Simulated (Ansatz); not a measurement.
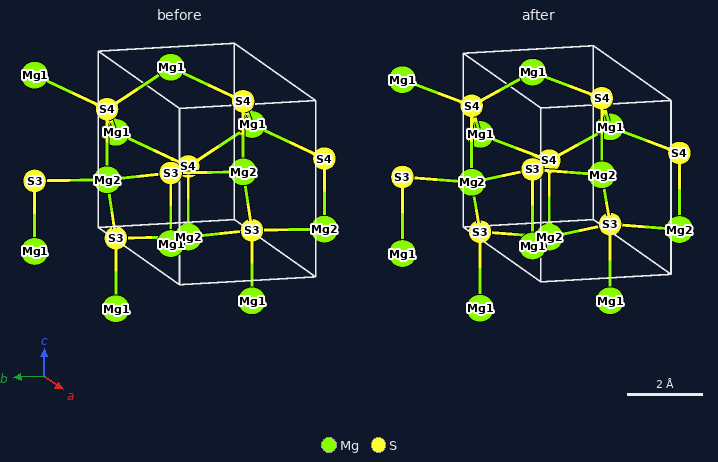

Left: a symmetric starting cell of MgS (made from another compound by putting S in place of O). Right: the same structure after one change, at the same scale. The picture is a ball-and-stick view of the cell of the calculation, repeated 2 × 2 × 1 with one cell outlined, seen from a free direction.

The calculation used Ansatz, DFT PBE, scalar-relativistic, plane waves, PAW. Settings: plane-wave cutoff 420 eV; k-point mesh 9 × 9 × 4; occupations gaussian; smearing width 0.02 eV; no spin polarisation.

Which change leads from the left to the right?

Answer. The cell is strained by −1.4 % along c and −4.4 % across it (volume −9.9 %) and atoms are displaced by 0.11 Å relative to the cell: Mg2 0.11 Å along −c, S4 0.11 Å along +c. No relaxation follows. The starting cell wasn't computed here and needn't be at equilibrium, so pressure and forces aren't due to the change alone.

And its effect?

Answer. The pressure is 63.2 GPa (not all of it need come from the change, since the unchanged cell can be under pressure at this level too). The principal stresses (compression positive) are 24.6 GPa along c and 82.5 GPa across it. The largest forces, 1.5 eV/Å, act on Mg1, Mg2, S3 and S4; on S3 it points along −c. The forces point straight back along the displacements (cosine −1.00). Near-neighbour distances before and after: Mg–S 2.220 → 2.409 Å, Mg–S 2.196 → 2.058 Å. The space group stays P6_3mc (No. 186).
